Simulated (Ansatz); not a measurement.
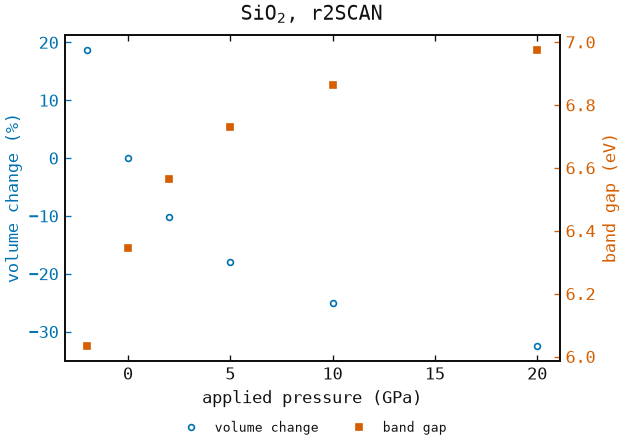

Figure. Volume change and band gap against applied pressure for SiO₂, space group P4_32_12 (No. 96).

The volume change falls from 18.65 % at applied pressure −2 GPa to −32.51 % at 20 GPa. The band gap stays open and runs from 6.033 eV at applied pressure −2 GPa to 6.974 eV at 20 GPa.

Calculation (Ansatz 0.2.0): volume, enthalpy and cell of a crystal along a series of hydrostatic pressures at zero temperature, keeping its symmetry; changes are against the given cell; the k mesh follows the cell and the gap; plane waves with PAW datasets, Γ-centred k mesh. Level: r2SCAN, no spin polarisation.

- wave cutoff: 500 eV
- occupations: Gaussian
- k mesh at zero pressure: 6×6×4
- smearing width at zero pressure: 0.02 eV

Cell as given: a = 4.982 Å, b = 4.982 Å, c = 6.921 Å, α = 90.00°, β = 90.00°, γ = 90.00°; 12 atoms.

Input of one of the runs behind the figure:
```
crystal:
  lattice:
    - [4.7042019597, 0.0, 0.0]
    - [0.0, 4.7042019597, 0.0]
    - [0.0, 0.0, 6.433546225]
  atoms:
    - { symbol: Si, position: [0.1816452247, 0.1816452247, 0.0] }
    - { symbol: Si, position: [0.3183547753, 0.6816452247, 0.75] }
    - { symbol: Si, position: [0.6816452247, 0.3183547753, 0.25] }
    - { symbol: Si, position: [0.8183547753, 0.8183547753, 0.5] }
    - { symbol: O, position: [0.6399944539, 0.7313624604, 0.6965437888] }
    - { symbol: O, position: [0.3600055461, 0.2686375396, 0.1965437888] }
    - { symbol: O, position: [0.7313624604, 0.6399944539, 0.3034562112] }
    - { symbol: O, position: [0.2313624604, 0.8600055461, 0.9465437888] }
    - { symbol: O, position: [0.2686375396, 0.3600055461, 0.8034562112] }
    - { symbol: O, position: [0.1399944539, 0.7686375396, 0.5534562112] }
    - { symbol: O, position: [0.8600055461, 0.2313624604, 0.0534562112] }
    - { symbol: O, position: [0.7686375396, 0.1399944539, 0.4465437888] }
basis:
  ecutwfc: 500
kpoints:
  mp_grid: { grid: [6, 6, 4] }
hamiltonian:
  xc: r2scan
scf:
  occupations: { method: gaussian, width: 0.02 }
output:
  forces: true
  stress: true
  eigenvalues: true
relax:
  adjacent_minimum: "off"
  f_tol: 0.008
  max_steps: 50
  cell: { stress_tol: 0.08, p_target: 5.0 }
```

Launched with:
```bash
ansatz run input.yaml --threads 2 --pin off --max-ram 5120MiB --backend cpu --events-out ev --progress --plain --runs-dir out
```
